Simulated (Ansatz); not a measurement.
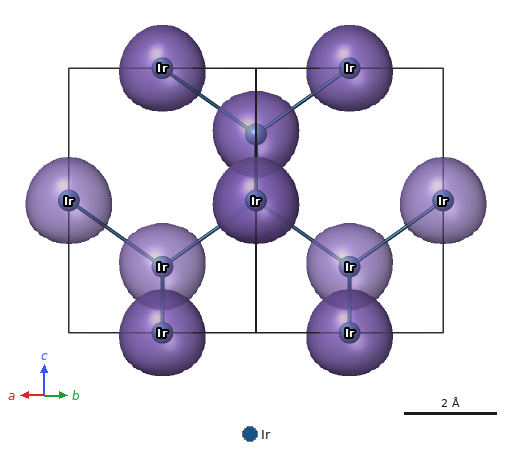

Ir. Isosurface of the valence pseudo-density at 1 e/Å³ (purple), seen along [110]. Sticks mark near contacts.

Space group Fd-3m; set up as Ir, diamond; a generated structure, not necessarily the stable one; changed on purpose from its base cell (volume × 1.12); computed pressure about −15 GPa in this cell; computed without spin polarisation.

Theory: Ansatz 0.2.0, DFT, revPBE, plane waves (420 eV) with PAW, scalar-relativistic.

In a PAW calculation such maps are meaningful between the atoms, not at the nuclei.

### How is the density connected at this value?

At this value the density breaks into separate islands; it holds about 70 % of the electrons treated as valence (semicore included). It bridges none of the near contacts. It is pinched off along the shortest Ir–Ir (2.51 Å) contacts. On the grid the lowest density along these lines, outside the cores, is 0.67 e/Å³ (Ir–Ir, 2.51 Å).
